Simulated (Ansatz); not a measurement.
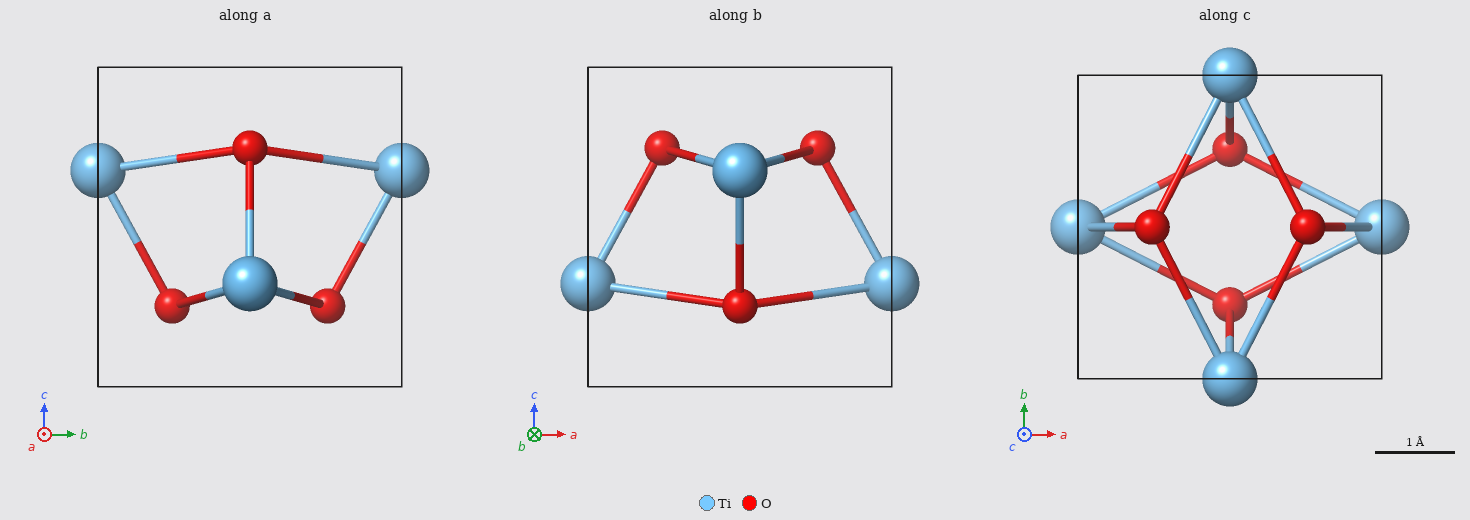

View along the a axis, along the b axis and along the c axis, drawn as a ball-and-stick model. The outline marks the conventional unit cell.

Lattice parameters: a = 3.885 Å, b = 3.885 Å, c = 4.088 Å, α = 90.00°, β = 90.00°, γ = 90.00°. Put a along x and b in the xy plane.

### Reconstruct the structure as a POSCAR file, with free fractional coordinates to two decimals.

```
Ti O
1.0
     3.885    0.000    0.000
     0.000    3.885    0.000
     0.000    0.000    4.088
Ti O
2 4
Direct
  0.00 0.50 0.32
  0.50 0.00 0.68
  0.50 0.24 0.25
  0.50 0.76 0.25
  0.24 0.50 0.75
  0.76 0.50 0.75
```

The cell started as a random cell made by a generator, so it need not be a real form of the compound. A relaxation with DFT PBE, scalar-relativistic, plane waves, PAW in Ansatz 0.2.0 gave the geometry drawn.
